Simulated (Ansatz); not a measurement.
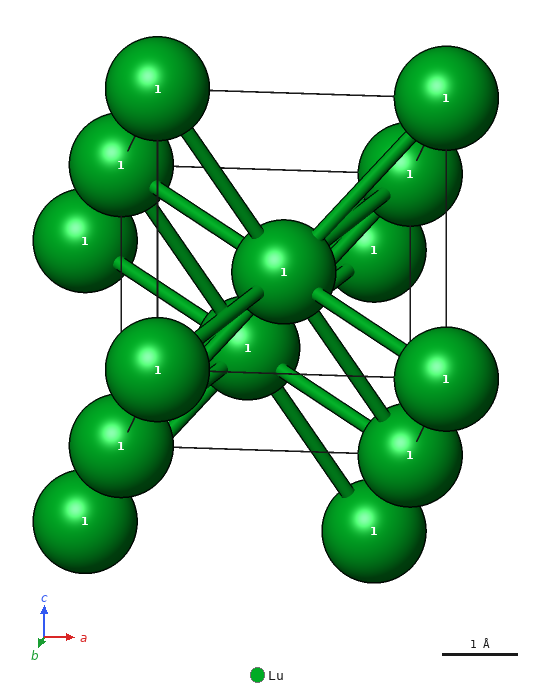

This is crystalline Lu (a generated structure, set up in Im-3m). A ball-and-stick model of the conventional cell (2 times the calculation's cell), repeated 1 × 2 × 1 with one cell outlined, seen from a free direction. Lengths and directions refer to the drawn axes.

All numbers below come from DFT, PBE, PAW with Ansatz's default frozen-core files, scalar-relativistic in Ansatz. (plane-wave cutoff 420 eV; k-point mesh 15 × 15 × 15; occupations fermi dirac; smearing width 0.08 eV; no spin polarisation)

The variant: All lengths are scaled by +0.7 % (volume +2.0 %), the atoms keeping their fractional coordinates. No relaxation follows.

**What is the effect?**

The energy rises by 1.9 meV per atom. The pressure goes from 0.0 to −0.8 GPa. All forces vanish by symmetry. Among the bonded contacts that change: Lu–Lu 3.377 → 3.400 Å. The space group stays Im-3m (No. 229).
